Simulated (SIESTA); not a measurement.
**Al: 7 runs along one coordinate**

System: Al (Fm-3m, 1 atom in the cell).
Method: Kohn-Sham DFT of a periodic cell, PBE, PseudoDojo 0.4 standard, converted to PSML, no spin polarisation (SIESTA 5.4.2).

The 7 runs differ only in the geometry, by an even scaling of the cell at fixed fractional positions. The structure derives from an entry of the Crystallography Open Database.

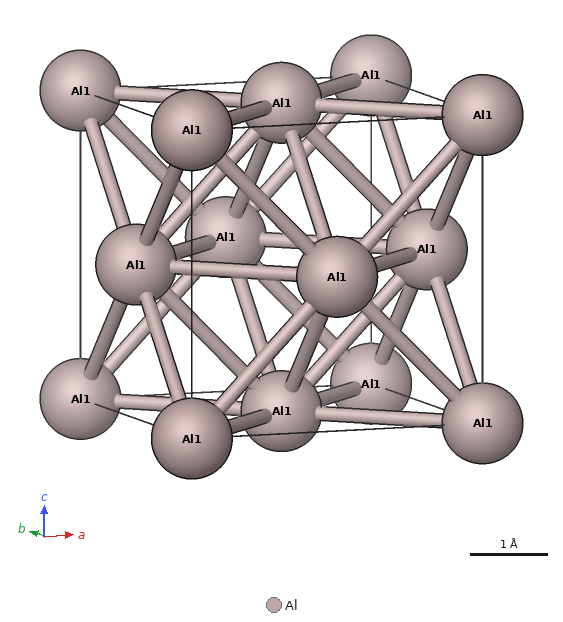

Figure 1. The structure of run 4 (ball-and-stick view of the cell 4 times as large as that of the calculation, set on its symmetry axes, seen slightly off an axis; atoms are numbered from 1 in the order of the input). An atom can appear more than once, as a periodic image.

**Input file of run 4**
```
SystemName                      Aluminum
SystemLabel                     Al
NumberOfSpecies                 1
NumberOfAtoms                   1
%block ChemicalSpeciesLabel
  1  13 Al
%endblock ChemicalSpeciesLabel

UseStructFile                   true

%block kgrid.MonkhorstPack
   11   0   0  0.0
    0  11   0  0.0
    0   0  11  0.0
%endblock kgrid.MonkhorstPack
XC.Functional                   GGA
XC.Authors                      PBE
PAO.BasisSize                   DZP
PAO.EnergyShift                 0.003 Ry
Mesh.Cutoff                     500 Ry
OccupationFunction              FD
ElectronicTemperature           0.05 eV
MaxSCFIterations                120
SCF.MustConverge                false
SCF.Mixer.Method                Pulay
SCF.Mixer.Weight                0.25
SCF.Mixer.History               8
SCF.DM.Tolerance                5.0e-05
SCF.H.Tolerance                 1.0e-03 eV
WriteForces                     true
Charge.Mulliken                 end
```

**File Al.STRUCT_IN of run 4**
```
   0.0000000000     2.0248050000     2.0248050000
   2.0248050000     0.0000000000     2.0248050000
   2.0248050000     2.0248050000     0.0000000000
1
1  13    0.0000000000     0.0000000000     0.0000000000
```

Command:
```bash
siesta < Al.fdf > Al.out 2>&1
```

Lattice vectors (Å) and fractional positions of run 4:
```
   0.000000    2.024805    2.024805
   2.024805    0.000000    2.024805
   2.024805    2.024805    0.000000
Al  0.000000  0.000000  0.000000
```

Run 5 differs from it as follows:
```diff
-   0.0000000000     2.0248050000     2.0248050000
-   2.0248050000     0.0000000000     2.0248050000
-   2.0248050000     2.0248050000     0.0000000000
+   0.0000000000     2.0382146954     2.0382146954
+   2.0382146954     0.0000000000     2.0382146954
+   2.0382146954     2.0382146954     0.0000000000
```

**Results, with one run withheld**

| run | volume per atom (Å³) | free energy per atom, from the lowest run given (meV) | pressure (GPa) |
| --- | --- | --- | --- |
| 1 | 15.607 | 14.04 | 5.36 |
| 2 | 15.939 | 5.30 | 3.17 |
| 3 | 16.271 | 0.79 | 1.25 |
| 4 | 16.603 | 0.00 | −0.44 |
| 5 | 16.935 | ? | ? |
| 6 | 17.267 | 8.18 | −3.34 |
| 7 | 17.599 | 16.34 | −4.49 |

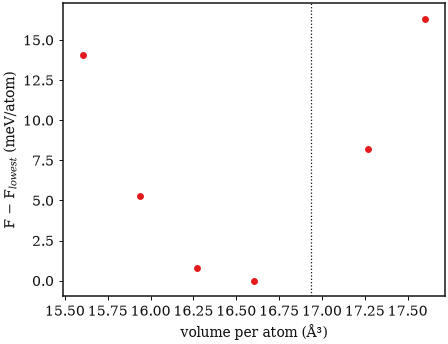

Figure 2. Free energy per atom of the runs given; the dotted line marks run 5.

What should run 5 give?

A cubic polynomial in V^(−2/3) (the Birch–Murnaghan form), fitted to the 6 runs given, misses them by at most 0.02 meV per atom. With x = V^(−2/3) − 0.15415 Å⁻², it reads F = −0.11481 − 79.579 x + 4.032e+05 x² + 1.1706e+06 x³ (meV per atom). At run 5 it gives 2.61 meV per atom, and the run itself gives 2.58. The slope of the fit gives a pressure −dF/dV of −1.99 GPa there, and the run prints −2.00 GPa. The fit has its minimum at 16.507 Å³ per atom, where V d²F/dV² gives 82.8 GPa: the bulk modulus at this level, since symmetry fixes the shape and the positions.

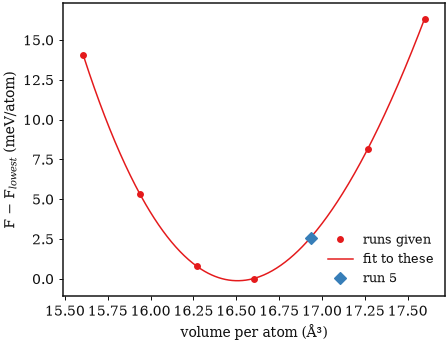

Figure 3. The fit and the withheld run.

**Some lines of the output (run 5)**
```
[...]
outcell: Cell volume (Ang**3)        :     16.9348
stepf: Fermi-Dirac step function
siesta: Etot    =       -63.005087
siesta: FreeEng =       -63.009098
        iscf     Eharris(eV)        E_KS(eV)     FreeEng(eV)     dDmax    Ef(eV) dHmax(eV)
siesta: E_KS(eV) =              -63.0061
siesta: E_KS - E_eggbox =       -63.0061
siesta: Etot    =       -63.006084
siesta: FreeEng =       -63.010124
siesta:         Fermi =      -5.723980
siesta: Cell volume =         16.934789 Ang**3
    Orbital volume contribution        =           1.855988 eV
```

Notes: Points of doubt noted for this run: mulliken charges of long orbitals. With a small basis of atomic orbitals these values can differ much from converged plane-wave results.
